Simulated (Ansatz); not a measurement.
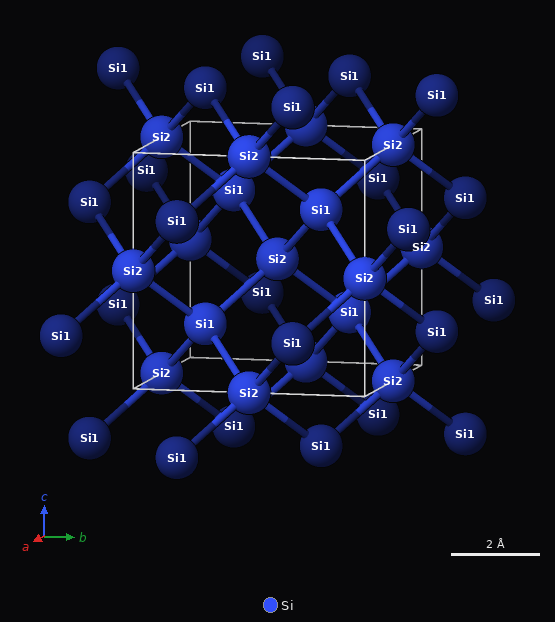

**Figure 1.** The structure as given in the input (ball-and-stick view of the cell 4 times as large as that of the calculation, set on its symmetry axes, seen slightly off an axis; neighbours outside the cell are drawn fainter; atoms are numbered from 1 in the order of the input).

# What a change does: single-point calculation on Si

System: Si (Fd-3m, 2 atoms in the cell).
Method of run A: DFT PBE0, scalar-relativistic, plane waves, PAW, no spin polarisation (Ansatz 0.2.0).

The structure derives from an entry of the Crystallography Open Database. Text and figures count atoms from 1; the logs count them from 0 in places.

## Input, run A
```yaml
crystal:
  lattice:
    - [0.0, 2.7168139082, 2.7168139082]
    - [2.7168139082, 0.0, 2.7168139082]
    - [2.7168139082, 2.7168139082, 0.0]
  atoms:
    - { symbol: Si, position: [0.75, 0.75, 0.75] }
    - { symbol: Si, position: [0.5, 0.5, 0.5] }
basis:
  ecutwfc: 420
kpoints:
  mp_grid: { grid: [6, 6, 6] }
  band_path:
    path:
      - [0.0, 0.0, 0.0]
      - [0.5, 0.0, 0.5]
      - [0.625, 0.25, 0.625]
      - [0.375, 0.375, 0.75]
      - [0.5, 0.5, 0.5]
      - [0.5, 0.25, 0.75]
      - [0.0, 0.421875, 0.421875]
    npoints: 1
hamiltonian:
  xc: pbe0
scf:
  occupations: { method: fixed }
  n_extra_bands: 4
output:
  eigenvalues: true
```

Launched with:
```bash
ansatz run input.yaml --threads 2 --pin off --max-ram 5120MiB --backend cpu --events-out ev --progress --plain --runs-dir out
```

Hardware: 2 threads of Intel Xeon @ 2.50GHz (Skylake/Cascade Lake), 189 GiB of memory available, shared host.

## Output, shortened to warnings, some set-up lines, iterations and results (run A)
```
Basis set: ecut = 420 eV, 749 PW (Γ)
Symmetry: 48 space group operations
k-points: 16 of 216
Initial density: superposition of atomic densities (neutral atoms: chi_scale 0, normalization atom), corrected by the library's trained network
[...]
SCF iter   1: F=—  HF=-1271.585209 eV  |F-HF|=—  |Δ(HF+E_count)|=         —  Δρ=7.30e-4  dr2=8.12e-5  ethr=1.77e-3  ⟨swp⟩=7.2  Hψ=710  notcnv=0
SCF iter   2: F=-1271.585430 eV  HF=-1271.585384 eV  |F-HF|=4.61e-5  |Δ(HF+E_count)|=   1.75e-4  Δρ=3.65e-4  dr2=2.00e-5  ethr=1.01e-6  ⟨swp⟩=5.0  Hψ=540  notcnv=0  defer=4
SCF 1 stopped early in 2 iterations: F = -1271.585430 eV  dr2 = 2.00e-5
SCF iter   1: F=—  HF=-1272.907700 eV  |F-HF|=—  |Δ(HF+E_count)|=         —  Δρ=2.83e-3  dr2=2.44e-3  ethr=2.50e-6  ⟨swp⟩=6.1  Hψ=694  notcnv=0
SCF iter   2: F=—  HF=-1272.906696 eV  |F-HF|=—  |Δ(HF+E_count)|=   1.00e-3  Δρ=1.30e-3  dr2=1.14e-3  ethr=2.50e-6  ⟨swp⟩=3.0  Hψ=447  notcnv=0
SCF iter   3: F=—  HF=-1272.910908 eV  |F-HF|=—  |Δ(HF+E_count)|=   4.21e-3  Δρ=5.77e-4  dr2=1.28e-4  ethr=2.50e-6  ⟨swp⟩=3.6  Hψ=445  notcnv=0
SCF iter   4: F=—  HF=-1272.910875 eV  |F-HF|=—  |Δ(HF+E_count)|=   3.30e-5  Δρ=6.03e-5  dr2=2.42e-5  ethr=1.10e-8  ⟨swp⟩=4.0  Hψ=742  notcnv=0
SCF iter   5: F=—  HF=-1272.911009 eV  |F-HF|=—  |Δ(HF+E_count)|=   1.34e-4  Δρ=1.21e-4  dr2=6.35e-6  ethr=9.16e-9  ⟨swp⟩=4.1  Hψ=530  notcnv=0
SCF iter   6: F=-1272.911007 eV  HF=-1272.911007 eV  |F-HF|=1.63e-10  |Δ(HF+E_count)|=   2.02e-6  Δρ=1.51e-6  dr2=1.09e-6  ethr=9.16e-9  ⟨swp⟩=3.1  Hψ=448  notcnv=0
SCF 2 stopped early in 6 iterations: F = -1272.911007 eV  dr2 = 1.09e-6
SCF iter   1: F=—  HF=-1272.910999 eV  |F-HF|=—  |Δ(HF+E_count)|=         —  Δρ=2.24e-5  dr2=2.04e-7  ethr=2.26e-7  ⟨swp⟩=2.0  Hψ=320  notcnv=0
SCF iter   2: F=-1272.910999 eV  HF=-1272.910999 eV  |F-HF|=3.67e-10  |Δ(HF+E_count)|=   1.59e-8  Δρ=8.16e-6  dr2=3.36e-8  ethr=9.82e-11  ⟨swp⟩=2.1  Hψ=709  notcnv=0  defer=1
SCF 3 converged in 2 iterations: F = -1272.910999 eV  dr2 = 3.36e-8
hybrid outer 2: dexx = +1.433e-7 eV, tail = 6.85e-8 eV, Δε = 7.55e-4 eV (about 1.20e-4 eV left of the loop's levels)
the search or the solves at the SCF's close seem to have found levels that the self-consistency loop had missed (the run counts 1). By its estimate they hold under 1e-12 electrons; where the run keeps them, the occupations were computed again with them
NSCF: frozen V_eff on 7 k-points
hybrid SCF converged: 2 outer / 8 inner (+2 warm-up), last move |dexx| = 1.43e-7 eV, tail = 6.85e-8 eV
Stability not checked: this state was not tested for a lower state beside it, because the functional holds exact exchange (a hybrid, or Hartree-Fock), whose exchange loop this test does not read (fock_operator; see scf.lower_state_search)
Free energy (F): -1272.910999 eV
Frozen-core exchange: fock
Harris-Foulkes:  -1272.910999 eV  (|F-HF|=3.67e-10)
Internal energy: -1272.910999 eV  (E = F + TS)
E sigma→0 (E₀):  -1272.910999 eV
Fermi energy:    5.548148 eV
--- Per-component energies (eV) ---
  E_band       = -0.813431
  E_kinetic    = 81.010424
  E_local      = -53.936902  (includes V_loc(G=0)·N_el)
  E_nonlocal   = 50.643563
  E_hartree    = 15.012280
  E_xc         = -85.591778
  E_vxc        = -73.022195  (∫ρ·V_xc dr)
  E_exx        = -14.414513  (= α·E_x^exact, valence–valence)
  E_paw        = -1037.112191  (= ΣΔE_a)
  E_vpaw       = -6.704128  (= ΣTr[D̂ρ^β])
  E_aug_tail   = 0.000012  (compensation charges beyond the density's cutoff)
  E_ewald      = -228.408672
  E_core_change = -0.113223  (= ΣΔE_core)
  E_smearing   = -0.000000  (= −TS)
  E_closure    = -0.000000  (closes the sum)
  Σ components = -1272.910999   (vs F -1272.910999, Δ=0.00e0)
```

The input of run B differs as follows (lines with − go, lines with + come):
```diff
-  xc: pbe0
+  xc: hf
```

How does run B compare with run A?

The total energies belong to different methods, so their difference says nothing on which is more stable or more accurate. The gap on the mesh goes from 1.94 to 6.56 eV. The functional changes from PBE0 to hf. The SCF takes 14 iterations against 10.

## Output, shortened to warnings, some set-up lines, iterations and results (run B)
```
Basis set: ecut = 420 eV, 749 PW (Γ)
Symmetry: 48 space group operations
k-points: 16 of 216
Initial density: superposition of atomic densities (neutral atoms: chi_scale 0, normalization atom), corrected by the library's trained network
[...]
SCF iter   1: F=—  HF=-1241.821000 eV  |F-HF|=—  |Δ(HF+E_count)|=         —  Δρ=4.32e-3  dr2=1.20e-2  ethr=1.77e-3  ⟨swp⟩=7.2  Hψ=709  notcnv=0
SCF iter   2: F=—  HF=-1241.817523 eV  |F-HF|=—  |Δ(HF+E_count)|=   3.48e-3  Δρ=1.55e-3  dr2=1.43e-3  ethr=1.50e-4  ⟨swp⟩=2.8  Hψ=336  notcnv=0  defer=1
SCF iter   3: F=-1241.817304 eV  HF=-1241.817291 eV  |F-HF|=1.29e-5  |Δ(HF+E_count)|=   2.32e-4  Δρ=1.66e-4  dr2=5.73e-6  ethr=6.92e-8  ⟨swp⟩=4.5  Hψ=879  notcnv=0  defer=1
SCF 1 stopped early in 3 iterations: F = -1241.817304 eV  dr2 = 5.73e-6
SCF iter   1: F=—  HF=-1247.363291 eV  |F-HF|=—  |Δ(HF+E_count)|=         —  Δρ=8.74e-3  dr2=2.54e-2  ethr=7.16e-7  ⟨swp⟩=6.9  Hψ=775  notcnv=0
[... 8 lines ...]
SCF iter   4: F=-1247.515629 eV  HF=-1247.515629 eV  |F-HF|=2.54e-8  |Δ(HF+E_count)|=   8.45e-7  Δρ=1.12e-5  dr2=4.59e-8  ethr=3.15e-10  ⟨swp⟩=3.5  Hψ=765  notcnv=0
SCF 3 converged in 4 iterations: F = -1247.515629 eV  dr2 = 4.59e-8
SCF iter   1: F=—  HF=-1247.515637 eV  |F-HF|=—  |Δ(HF+E_count)|=         —  Δρ=2.13e-5  dr2=7.52e-8  ethr=1.15e-7  ⟨swp⟩=3.1  Hψ=343  notcnv=0
SCF iter   2: F=-1247.515637 eV  HF=-1247.515637 eV  |F-HF|=2.19e-8  |Δ(HF+E_count)|=   1.84e-9  Δρ=1.11e-5  dr2=2.33e-8  ethr=8.42e-10  ⟨swp⟩=3.8  Hψ=381  notcnv=0  defer=1
SCF 4 converged in 2 iterations: F = -1247.515637 eV  dr2 = 2.33e-8
hybrid outer 3: dexx = +1.116e-7 eV, tail = 5.89e-8 eV, Δε = 4.42e-4 eV (about 1.26e-4 eV left of the loop's levels)
the search or the solves at the SCF's close seem to have found levels that the self-consistency loop had missed (the run counts 2). By its estimate they hold under 1e-12 electrons; where the run keeps them, the occupations were computed again with them
NSCF: frozen V_eff on 7 k-points
hybrid SCF converged: 3 outer / 11 inner (+3 warm-up), last move |dexx| = 1.12e-7 eV, tail = 5.89e-8 eV
Stability not checked: this state was not tested for a lower state beside it, because the functional holds exact exchange (a hybrid, or Hartree-Fock), whose exchange loop this test does not read (fock_operator; see scf.lower_state_search)
Free energy (F): -1247.515638 eV
Frozen-core exchange: fock
Harris-Foulkes:  -1247.515638 eV  (|F-HF|=2.19e-8)
Internal energy: -1247.515638 eV  (E = F + TS)
E sigma→0 (E₀):  -1247.515638 eV
Fermi energy:    4.422909 eV
--- Per-component energies (eV) ---
  E_band       = -20.697116
  E_kinetic    = 82.621291
  E_local      = -53.328493  (includes V_loc(G=0)·N_el)
  E_nonlocal   = 47.984332
  E_hartree    = 15.909812
  E_xc         = 0.000000
  E_vxc        = 0.000000  (∫ρ·V_xc dr)
  E_exx        = -58.773253  (= α·E_x^exact, valence–valence)
  E_paw        = -1053.165697  (= ΣΔE_a)
  E_vpaw       = -12.247054  (= ΣTr[D̂ρ^β])
  E_aug_tail   = 0.000012  (compensation charges beyond the density's cutoff)
  E_ewald      = -228.408672
  E_core_change = -0.354970  (= ΣΔE_core)
  E_smearing   = -0.000000  (= −TS)
  E_closure    = 0.000000  (closes the sum)
  Σ components = -1247.515638   (vs F -1247.515638, Δ=0.00e0)
```

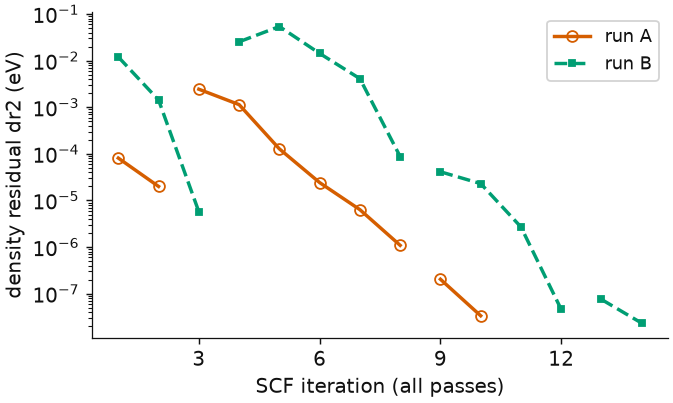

**Figure 2.** Convergence of the two runs: density residual dr2 against the SCF iteration. A break in a curve parts two SCF passes. Run A takes 10 iterations in all, and run B takes 14.

## The two runs side by side

```tsv
quantity	run A	run B
outcome	converged	converged
free energy per atom (eV)	−636.4555	−623.7578
gap on the mesh (eV)	1.94	6.56
SCF iterations	10	14
irreducible k-points	16	16
plane waves at Γ	749	749
wall time (shared host)	2.2 min	2.4 min
```
